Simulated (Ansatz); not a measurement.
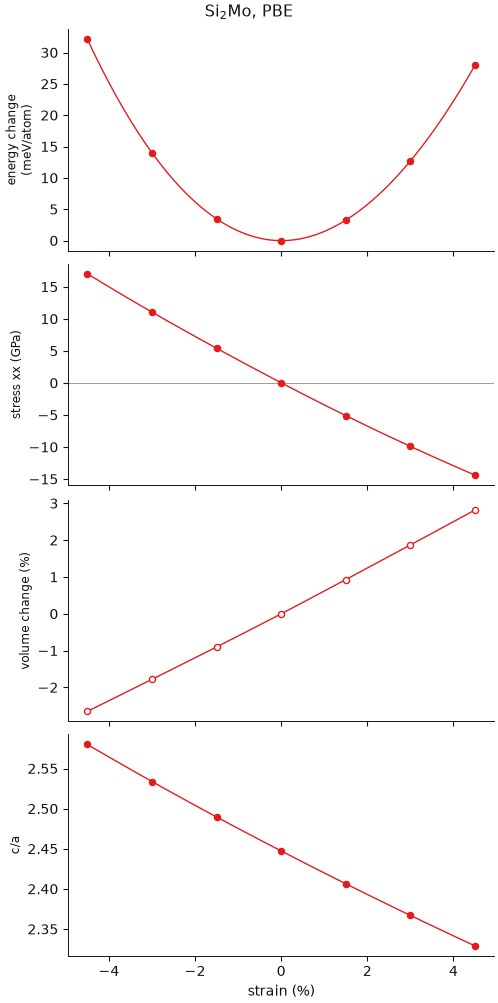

Plotted: energy change, stress xx, volume change and c/a against strain for Si₂Mo, space group I4/mmm (No. 139).

Structure:
```
CELL_PARAMETERS angstrom
3.21685 0.00000 0.00000
0.00000 3.21685 0.00000
0.00000 0.00000 7.87302
ATOMIC_POSITIONS crystal
Si 0.00000 0.00000 0.33510
Si 0.50000 0.50000 0.16490
Si 0.50000 0.50000 0.83510
Si 0.00000 0.00000 0.66490
Mo 0.00000 0.00000 0.00000
Mo 0.50000 0.50000 0.50000
```

Method: energy, stress and cell of a relaxed crystal along a series of strains, atoms and what the cell freedom names relaxed within the symmetry; stress is positive in compression; plane waves with PAW datasets, Γ-centred k mesh; energies extrapolated to zero smearing (Ansatz 0.2.0). Level: PBE, no spin polarisation.

| setting | value |
| --- | --- |
| wave cutoff | 420 eV |
| k mesh | 12×12×6 |
| occupations | Gaussian |
| smearing width | 0.1 eV |
| strain kind | uniaxial along a |
| cell freedom | lengths b and c free, angles held |

**Is the starting structure at a minimum along this coordinate?**

Yes: the energy rises on both sides of the starting structure, which is therefore a minimum along this path.

**What does the stress xx do across the range?**

It falls from 17.05 GPa at strain −4.5 % to −14.38 GPa at 4.5 %, and changes sign near 0.0 %.

**Read off the course of the volume change.**

It rises from −2.65 % at strain −4.5 % to 2.82 % at 4.5 %.

**Read off the course of the c/a.**

It falls from 2.5800 at strain −4.5 % to 2.3291 at 4.5 %.

**Is there a gap?**

No, the levels on the k mesh show a metal at every point.
